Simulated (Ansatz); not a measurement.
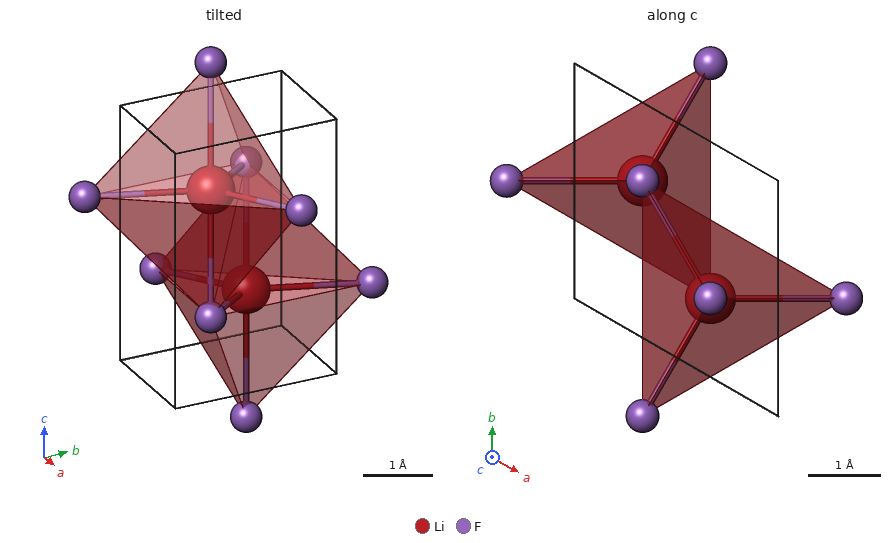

A polyhedral rendering, viewed slightly off an axis and along the c axis. One conventional unit cell is framed, with atoms on its boundary repeated. A few atoms beyond the faces are included.

LiF, space group P6_3/mmc (No. 194), a = 3.280 Å, b = 3.280 Å, c = 3.804 Å, α = 90.00°, β = 90.00°, γ = 120.00°. Its origin is a structure type filled with these elements by a generator (whether the compound takes this form wasn't checked). The cell was then strained or its atoms displaced on purpose. An electronic-structure calculation with Ansatz was run on it.

This one geometry was computed with Ansatz (DFT, plane waves, PAW) at three levels of theory: HSE06, r2SCAN and PBE. It was relaxed with r2SCAN and then strained.

> Which level gives the highest pressure at this volume, and what does that say about its equilibrium volume?

Highest: PBE (7.7 GPa), which points to the largest equilibrium volume. Lowest, with the smallest volume: r2SCAN (4.0 GPa). Levels within 0.5 GPa of each other can't be told apart.

> How does the band gap change with the level of theory?

PBE: a gap of 8.15 eV, direct; r2SCAN: a gap of 8.85 eV, direct; HSE06: a gap of 10.33 eV, indirect.

> Collect the results in a table.

| level | cutoff (eV) | k-mesh of the run's cell | gap (eV) | pressure (GPa) |
| --- | --- | --- | --- | --- |
| HSE06 | 420 | 6×6×4 | 10.33 | 5.0 |
| r2SCAN | 500 | 12×12×6 | 8.85 | 4.0 |
| PBE | 420 | 12×12×6 | 8.15 | 7.7 |

Gaps are taken on the k-mesh or band path of each run.
